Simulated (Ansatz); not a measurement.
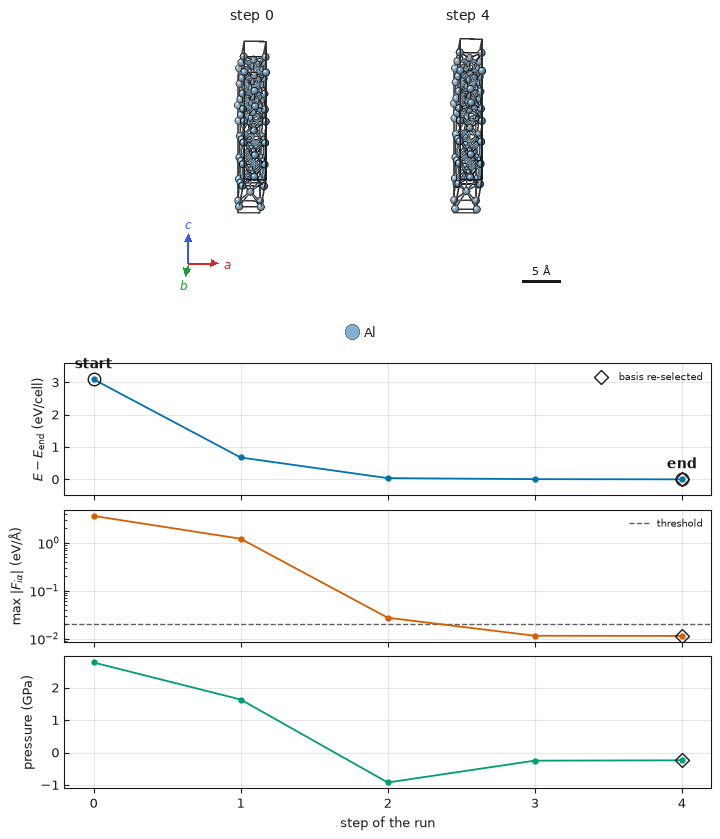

First and last geometry of a relaxation of an interface cell of composition Al, with the history of the run. The picture is a ball-and-stick view of the cell of the calculation (origin shifted), seen from a free direction.

Case: symmetric tilt boundary Sigma 11 (3 3 2), mirror between planes, shift [0, 0.5].

Theory: DFT PBE, scalar-relativistic, plane waves, PAW in Ansatz. (plane-wave cutoff 420 eV; k-point mesh 12 × 4 × 2; occupations gaussian; smearing width 0.1 eV; no spin polarisation; cell relaxed at fixed a, b, alpha, beta, gamma; force threshold 0.02 eV/Å; at most 60 steps)

**Read the history and describe the run.**

It converged. The largest moves relative to the cell, 0.32 Å, are those of Al atoms. The volume changes by +1.7 %, with a unchanged at 2.858 Å, b unchanged at 13.404 Å, c 19.256 → 19.589 Å (+1.7 %). Among the contacts that change: Al–Al 2.430 → 2.777 Å, Al–Al 2.331 → 2.674 Å, Al–Al 2.858 → 3.122 Å, Al–Al 3.149 → 2.924 Å. The energy falls by 3.089 eV per cell of the calculation in 3 accepted moves (4 points after the start). Largest force component: 3.7 eV/Å at the start, 0.011 eV/Å at the end. The pressure goes from 2.77 to −0.24 GPa. At 1 point the geometry stayed and the basis and grid were re-selected for the new cell (energy shift of 6.0 meV per cell of the calculation at most each time). Cost: 13 min on 4 threads of Arm Neoverse V1, on a shared host, peak memory 3.5 GiB.
